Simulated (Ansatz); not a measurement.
Consider Mg (slab).

```
CELL_PARAMETERS angstrom
6.42014 0.00000 0.00000
-3.21007 5.56000 0.00000
0.00000 0.00000 23.21478
ATOMIC_POSITIONS crystal
Mg 0.33333 0.16667 0.17230
Mg 0.33333 0.66667 0.17230
Mg 0.83333 0.16667 0.17230
Mg 0.83333 0.66667 0.17230
Mg 0.16667 0.33333 0.28296
Mg 0.16667 0.83333 0.28296
Mg 0.66667 0.33333 0.28296
Mg 0.66667 0.83333 0.28296
Mg 0.33333 0.16667 0.39208
Mg 0.33333 0.66667 0.39208
Mg 0.83333 0.16667 0.39208
Mg 0.83333 0.66667 0.39208
Mg 0.16667 0.33333 0.50463
Mg 0.16667 0.83333 0.50463
Mg 0.66667 0.33333 0.50463
Mg 0.66667 0.83333 0.50463
Mg 0.16667 0.50000 0.62066
```

Not relaxed (largest force 0.4 eV/Å).

Method: Ansatz, DFT PBE, scalar-relativistic, plane waves, PAW.

**What will maps of the valence pseudo-density and electron localisation function show?**

Mg–Mg (2.90 Å): ρ at the midpoint is about 0.12 e/Å³; the ELF peaks at about 0.70 between the atoms.
Mg–Mg (3.21 Å): ρ is about 0.1 e/Å³ halfway; the ELF reaches about 0.60 near the midpoint.

**Does the calculation make it a metal, or give it a gap?**

It is gapless in this calculation (a metal or semimetal).

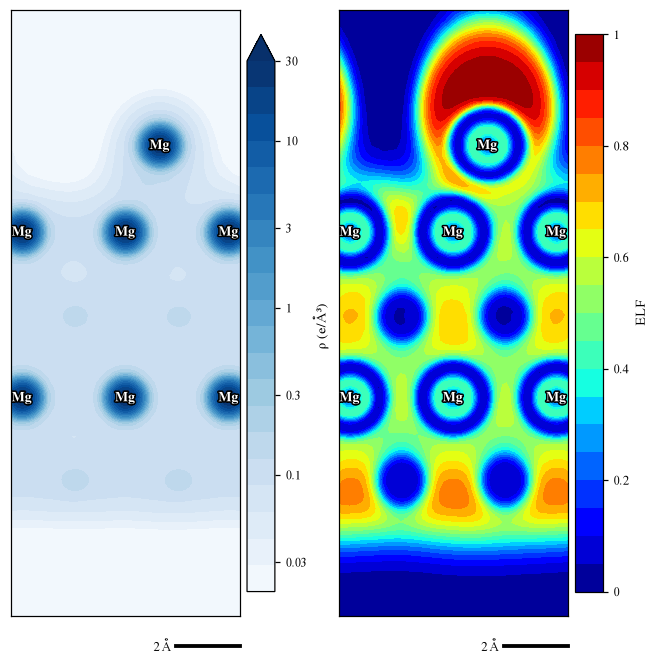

Computed valence pseudo-density and electron localisation function on the (100) plane of the calculation cell, a cut from vacuum to vacuum, in this order. Atoms just off the plane (Mg, 0.9 Å away) can leave unmarked features too.

Core electrons are frozen (PAW), and the valence fields are smoothed inside the atomic spheres.
